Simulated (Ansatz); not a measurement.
Gd

The calculation's input:

```
crystal:
  lattice:
    - [0.0, 0.0, 5.7826]
    - [3.636, 0.0, 0.0]
    - [0.0, 6.2977367364, 0.0]
  atoms:
    - { symbol: Gd, position: [0.25, 1.0, 0.3333333334], spin: 7.0 }
    - { symbol: Gd, position: [0.25, 0.5, 0.8333333334], spin: -7.0 }
    - { symbol: Gd, position: [0.75, 0.5, 0.1666666666], spin: -7.0 }
    - { symbol: Gd, position: [0.75, 0.0, 0.6666666666], spin: 7.0 }
magnetization:
  spin_polarized: true
kpoints:
  mp_grid: { grid: [5, 8, 5] }
scf:
  occupations: { method: fermi_dirac, width: 0.05 }
  lower_state_search: "off"
hamiltonian:
  xc: pbe
  pseudopotentials: { kind: paw }
output:
  forces: true
  stress: true
  eigenvalues: true
  write_density: true
  write_potential: true
  elf: true
  volumetric_format: npy
```

Launched as:

```sh
ansatz run input.yaml --threads 2 --pin off --max-ram 6144MiB --backend cpu --events-out ev --progress --plain --runs-dir out
```

Below, planes, directions and counts refer to the cell of the magnetic structure (a = 5.78 Å, b = 3.64 Å, c = 6.30 Å, α = 90.00°, β = 90.00°, γ = 90.00°).

Space group P6₃/mmc; spin-polarised.

Method: DFT, PBE, PAW with Ansatz's default frozen-core files, scalar-relativistic in Ansatz.

> What can the converged valence pseudo-density, electron localisation function and spin density tell about the bonding?

Gd–Gd (3.64 Å): the density is about 0.1 e/Å³ at the midpoint; the ELF is about 0.20 at the midpoint: no localised pair shows between them.
The spin density sits on Gd: +7.2 μB (×2) and −7.2 μB (×2) in one cell of 4 atoms: antiferromagnetic in this solution, which needn't be the ground state, with some nearest magnetic neighbours parallel and some opposed. The cell of the calculation (4 atoms) carries 0.0 μB of net spin moment.

> Does the calculation make it a metal, or give it a gap?

It is gapless in this calculation (a metal or semimetal).

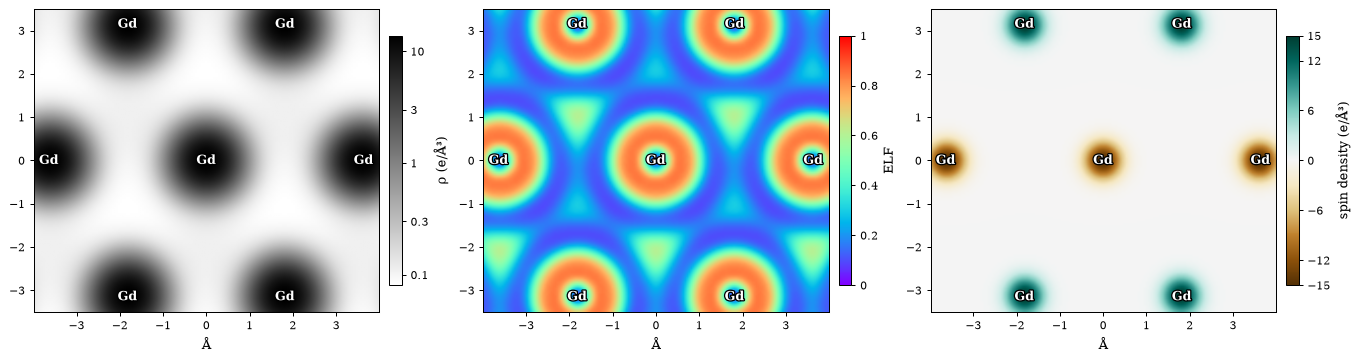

Computed valence pseudo-density, electron localisation function and spin density on the (100) plane of the cell of the magnetic structure, in this order. 

The density is the valence pseudo-density of a PAW calculation; it isn't the true density close to the nuclei.
